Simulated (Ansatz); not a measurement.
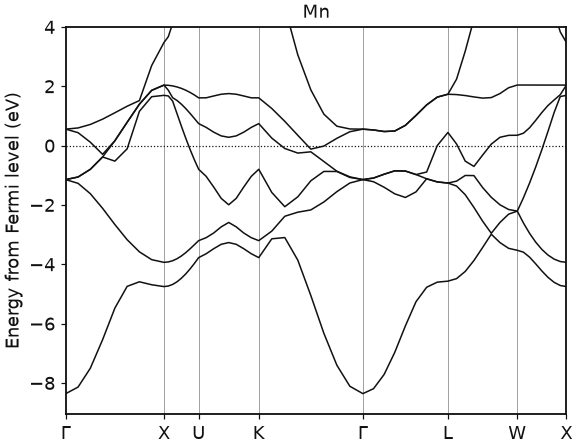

What does this figure show?

Band structure of Mn, space group Fm-3m, 1 atom in the cell. Level of theory: DFT, PBE, all-electron PAW with datasets made for the crystal, scalar-relativistic, spin-polarised, 16×16×16 k mesh, Fermi-Dirac smearing of 0.08 eV; code Ansatz. Energies are counted from the Fermi level. The path runs straight from each named point to the next.

A metal: 3 bands cross the Fermi level along this path. Bands cross the Fermi level on Γ–X, X–U, K–Γ, Γ–L, L–W and W–X, and not on U–K. At Γ the nearest levels lie 1.15 eV below and 0.55 eV above the Fermi level.

Some starting moments didn't survive the run.
